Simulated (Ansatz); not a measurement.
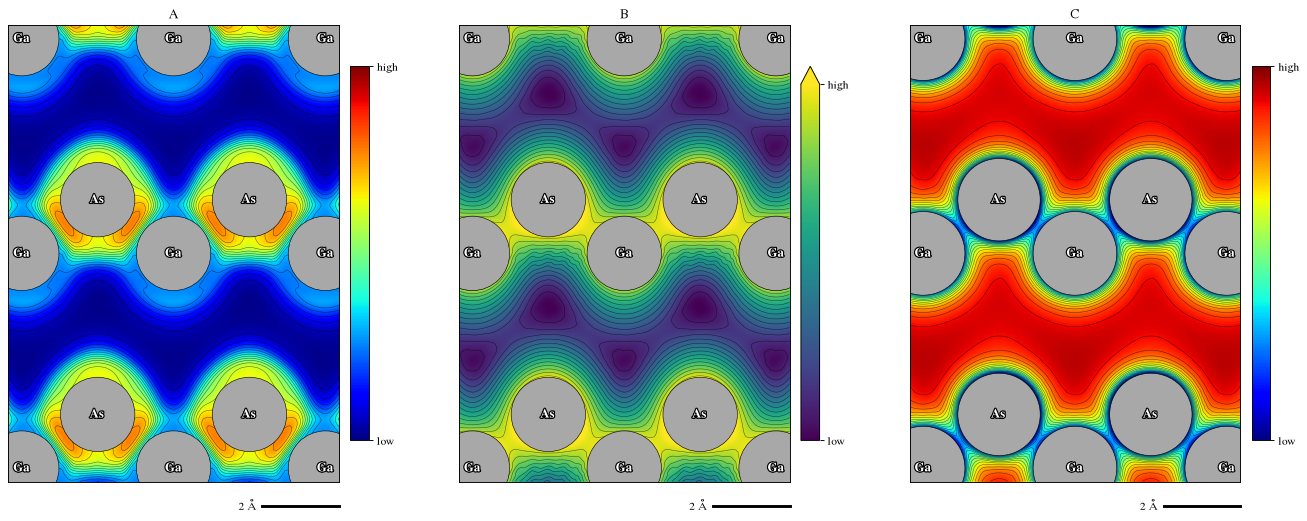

GaAs: 3 fields on the (101̄) plane of the calculation cell, with unlabelled colour scales. Grey discs cover the atomic cores.

Space group F-43m; a structure from a database of computed crystals, not necessarily the ambient phase.

Level of theory: DFT LDA, scalar-relativistic, plane waves, PAW (Ansatz).

Question: Which field does each panel show? The fields are: electron localisation function, electrostatic potential energy of an electron and valence pseudo-density.

Answer: Panel A: electron localisation function. Panel B: valence pseudo-density. Panel C: electrostatic potential energy of an electron (low next to the atoms, rising into the space between them). From the grid: Ga–As (2.43 Å): ρ is about 0.51 e/Å³ halfway; the ELF peaks at about 0.80 between the atoms (a covalent bond).
